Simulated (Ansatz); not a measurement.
Structure data:

```
Bi
1.0
     4.02381   -0.04450   -0.00444
    -0.04450    4.21213    0.03396
    -0.00444    0.03396    4.04378
Bi
2
Cartesian
  0.0000 0.0000 0.0000
  1.9874 2.1008 2.0367
```

Give a crystallographic description of this input.

The element is bismuth. Strictly the space group is P-1 (No. 2, within 0.01 Å). It is a distorted form of a body-centred cubic structure, space group Im-3m (No. 229) within 0.45 Å: body-centred cubic (W type). The cell holds two atoms.

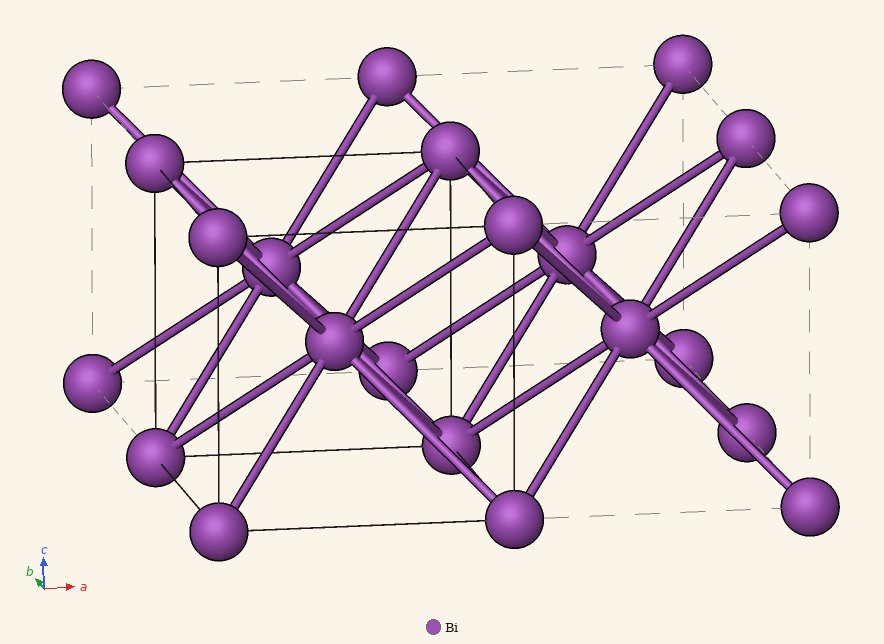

Ball-and-stick drawing of the structure, looking slightly off an axis. The picture spans 2×2×1 cells, one drawn cell (a repeat of the simulation cell) being drawn with solid lines. Colours: bismuth purple.

The structure comes from a structure listed in the Materials Project. The cell was then strained or its atoms displaced on purpose. Ansatz was used for an electronic-structure calculation on it.
